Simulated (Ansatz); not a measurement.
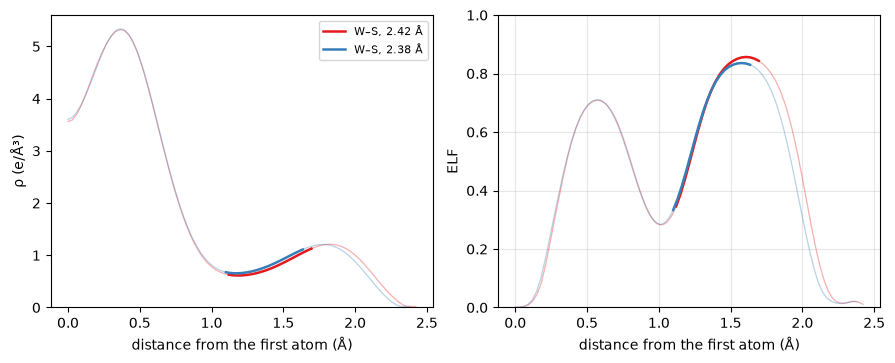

Figure. W14S27 (cell charge +1, with a compensating background) (cell with a defect). Valence charge density (pseudo) and ELF along straight lines between neighbouring atoms. Thin, pale parts lie inside the atomic spheres.

The program warned that a starting moment wasn't kept; spin-polarised, but the moments vanished.

Computed with DFT PBE+D3(BJ), scalar-relativistic, plane waves, PAW (Ansatz 0.2.0).

The density is the valence pseudo-density of a PAW calculation; it isn't the true density close to the nuclei.

Input file:

```
crystal:
  lattice:
    - [7.8852229175, -2.7315213444, 0.0]
    - [-6.308178334, -5.4630426888, 0.0]
    - [0.0, 0.0, -12.1448340132]
  atoms:
    - { symbol: W, position: [0.0952380952, 0.619047619, 0.2506247267] }
    - { symbol: W, position: [0.3809122949, 0.4761781567, 0.2505517701] }
    - { symbol: W, position: [0.9523480004, 0.1905099335, 0.2505104349] }
    - { symbol: W, position: [0.6666944332, 0.3333734193, 0.2505517701] }
    - { symbol: W, position: [0.2381075576, 0.0475912811, 0.2505517701] }
    - { symbol: W, position: [0.8095905046, 0.7619377139, 0.2505104349] }
    - { symbol: W, position: [0.5237757807, 0.9046952097, 0.2505104349] }
    - { symbol: W, position: [0.3257736136, 0.6648865795, 0.74731997], spin: 1.0 }
    - { symbol: W, position: [0.621652741, 0.5249441014, 0.7503860098] }
    - { symbol: W, position: [0.1893416129, 0.2395657825, 0.7503860098] }
    - { symbol: W, position: [0.9105415373, 0.3885121007, 0.74731997], spin: 1.0 }
    - { symbol: W, position: [0.4747199318, 0.0926329733, 0.7503860098] }
    - { symbol: W, position: [0.0493991348, 0.803744177, 0.74731997], spin: 1.0 }
    - { symbol: W, position: [0.7619047619, 0.9523809524, 0.7532148845] }
    - { symbol: S, position: [0.3770002691, 0.4789024672, 0.8782779416] }
    - { symbol: S, position: [0.9552198654, 0.2005799563, 0.8792535046] }
    - { symbol: S, position: [0.6733307695, 0.3372854452, 0.8782779416] }
    - { symbol: S, position: [0.2353832471, 0.0409549448, 0.8782779416] }
    - { symbol: S, position: [0.8167886623, 0.7590658489, 0.8792535046] }
    - { symbol: S, position: [0.513705758, 0.8974970519, 0.8792535046] }
    - { symbol: S, position: [0.333308975, 0.6666511232, 0.3798743605] }
    - { symbol: S, position: [0.6190590005, 0.5238938465, 0.3797889156] }
    - { symbol: S, position: [0.1903918678, 0.2380222969, 0.3797889156] }
    - { symbol: S, position: [0.9047707196, 0.3809767393, 0.3798743605] }
    - { symbol: S, position: [0.4762634174, 0.0952267138, 0.3797889156] }
    - { symbol: S, position: [0.0476345911, 0.8095149947, 0.3798743605] }
    - { symbol: S, position: [0.7619047619, 0.9523809524, 0.3797794953] }
    - { symbol: S, position: [0.0952380952, 0.619047619, 0.6158966563] }
    - { symbol: S, position: [0.3817628642, 0.4785279018, 0.6205514407] }
    - { symbol: S, position: [0.9492236741, 0.1901116431, 0.6214623039] }
    - { symbol: S, position: [0.6681936091, 0.3325228501, 0.6205514407] }
    - { symbol: S, position: [0.2357578124, 0.0460921052, 0.6205514407] }
    - { symbol: S, position: [0.8123165404, 0.7650620402, 0.6214623039] }
    - { symbol: S, position: [0.5241740712, 0.9019691738, 0.6214623039] }
    - { symbol: S, position: [0.3332225326, 0.6665709127, 0.1211282103] }
    - { symbol: S, position: [0.6190838691, 0.5238564247, 0.1208870833] }
    - { symbol: S, position: [0.1904292895, 0.2380845872, 0.1208870833] }
    - { symbol: S, position: [0.9047769516, 0.3810631817, 0.1211282103] }
    - { symbol: S, position: [0.4762011271, 0.0952018452, 0.1208870833] }
    - { symbol: S, position: [0.0477148015, 0.8095087627, 0.1211282103] }
    - { symbol: S, position: [0.7619047619, 0.9523809524, 0.1208506052] }
  host:
    lattice:
      - [3.154089167, 0.0, 0.0]
      - [-1.5770445835, 2.7315213444, 0.0]
      - [0.0, 0.0, 12.1448340132]
    atoms:
      - { symbol: W, position: [0.3333333333, 0.6666666667, 0.75] }
      - { symbol: W, position: [0.6666666667, 0.3333333333, 0.25] }
      - { symbol: S, position: [0.3333333333, 0.6666666667, 0.1203422033] }
      - { symbol: S, position: [0.6666666667, 0.3333333333, 0.6203422033] }
      - { symbol: S, position: [0.3333333333, 0.6666666667, 0.3796577967] }
      - { symbol: S, position: [0.6666666667, 0.3333333333, 0.8796577967] }
total_charge: 1
basis:
  ecutwfc: 420
  xc_grid: 2
kpoints:
  mp_grid: { grid: [2, 2, 2], shift: [0.0, 0.0, 0.0] }
hamiltonian:
  xc: pbe
  dispersion: d3bj
scf:
  occupations: { method: gaussian, width: 0.01 }
output:
  forces: true
  stress: false
  eigenvalues: true
  populations: true
  charged_corrections:
    defect_position: [0.0952381, 0.61904762, 0.8796578]
    epsilon: [[14.17, 0.0, 0.0], [0.0, 14.17, 0.0], [0.0, 0.0, 6.6534]]
  write_density: true
  write_potential: true
  elf: true
  volumetric_format: npy
magnetization:
  spin_polarized: true
relax:
  adjacent_minimum: "off"
  f_tol: 0.025
  max_steps: 45
```

Run with:

```sh
ansatz run input.yaml --threads 4 --pin off --max-ram 6144MiB --backend cpu --events-out ev --progress --plain --runs-dir out
```

The fields are those of the relaxed geometry.

**What can be read from the curves?**

W–S (2.42 Å): ρ is about 0.61 e/Å³ halfway; the ELF peaks at about 0.85 in the valence shell of S, 0.8 Å from its nucleus, and is about 0.50 at the midpoint.
W–S (2.38 Å): the density is about 0.66 e/Å³ at the midpoint; the ELF peaks at about 0.85 in the valence shell of S, 0.8 Å from its nucleus, and is about 0.45 at the midpoint.
